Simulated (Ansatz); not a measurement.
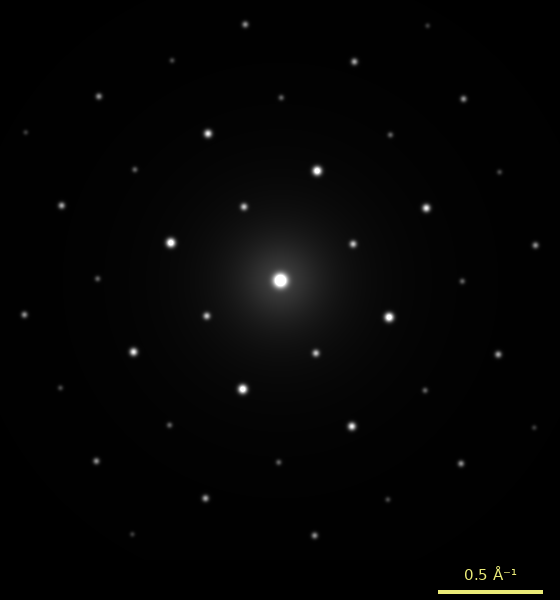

The pattern is a kinematic simulation for 200 kV electrons (no multiple scattering; isotropic B = 1 Å²).

Candidate phases (model or computed cells):
A. W, space group Im-3m (No. 229), a = 3.15 Å
B. Al, space group Fm-3m (No. 225), a = 3.99 Å
C. ZrO2, space group Fm-3m (No. 225), a = 5.087 Å
D. Cu, space group Fm-3m (No. 225), a = 3.56 Å

Q: Which candidate gives this pattern, and along which zone?

A: Candidate C (ZrO2), along [001] or an equivalent direction. The spots form a square net with both shortest vectors at d = 2.54 Å, 90.0° apart. They index as 2 0 0 and 0 2 0; no zone of the other candidates with indices up to 3 has this net. Some points of the net are extinct or too weak to see.
